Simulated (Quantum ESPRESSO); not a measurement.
# WS2: geometry relaxation (part 4 of 4)

Continued. System: WS2 (3 atoms in the cell). Method: Kohn-Sham DFT of a periodic cell, PBE, SSSP 1.3 efficiency PBE, no spin polarisation (Quantum ESPRESSO 7.5); cutoff 748.31 eV, 10×10×1 k-mesh, Gaussian smearing of 0.02 eV. 

Geometry of the input (Å; fractional positions):
```
3.2161  0.0000  0.0000
-1.6080  2.7306  0.0000
0.0000  0.0000  21.1400
S  0.6667  0.3333  0.4257
W  0.3333  0.6667  0.5000
S  0.6667  0.3333  0.5743
```

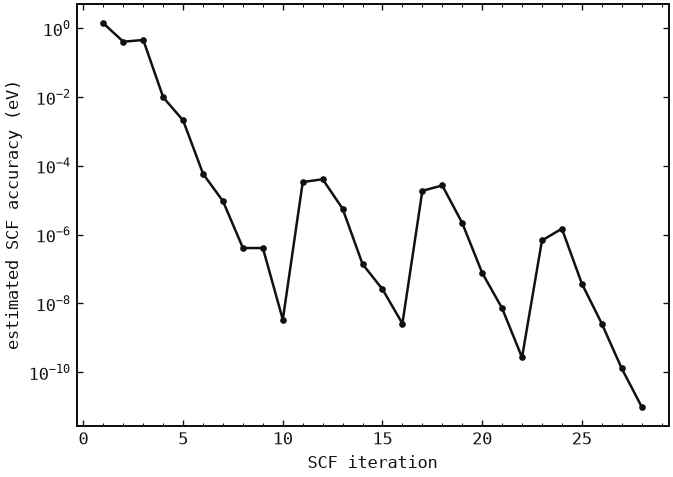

Figure 1. Convergence of the self-consistent field: estimated SCF accuracy against the iteration. The field takes 28 iterations in all.
